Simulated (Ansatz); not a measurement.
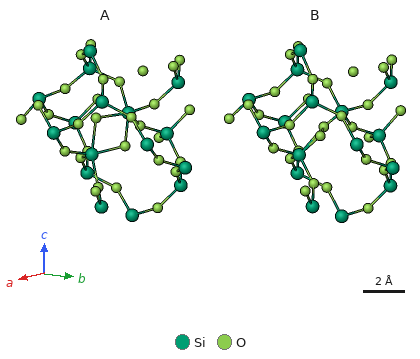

Two geometries of a defect cell of composition Si$_{24}$O$_{49}$ (cell charge −1), drawn at one scale. One is the start of a relaxation, the other its converged end. A ball-and-stick model of the atoms within 5.0 Å of the atom that moves most (axes of the cell of the calculation (origin shifted)), seen from a free direction.

Method: DFT, PBEsol, PAW, plane waves (Ansatz 0.2.0). (plane-wave cutoff 420 eV; k-point mesh 1 × 1 × 1; mesh shifted by (0.25, 0.25, 0.25); collinear spin; atoms relaxed in a fixed cell; force threshold 0.03 eV/Å; at most 80 steps)

> Which of the two is the end point?

Structure A is the relaxed one. An O atom moves most: 1.08 Å along [3 −1 2]. Largest moves by element: O 1.08 Å, Si 0.21 Å. The lattice vectors keep their values. Some distances before and after: O–O 1.426 → 2.007 Å, O–Si 1.175 → 1.707 Å, O–Si 2.210 → 1.827 Å, O–Si 1.914 → 1.812 Å. New bonds form, among them: O–Si (2.21 → 1.83 Å). Bond angles that change, for instance: Si–O–Si 169.5° → 105.4°, O–Si–O 115.0° → 159.9°, O–Si–O 95.4° → 132.0°. After 21 geometry steps the energy has fallen by 15.711 eV per cell of the calculation. Largest force component: 45 eV/Å at the start, 0.0091 eV/Å at the end. Cost: 30 s on 1 × NVIDIA GB300 Max-Q with 8 threads of Arm Neoverse-V2, peak memory 1.9 GiB.

Limits of the set-up: the cell is charged, on a uniform background, and energies carry no finite-size correction.
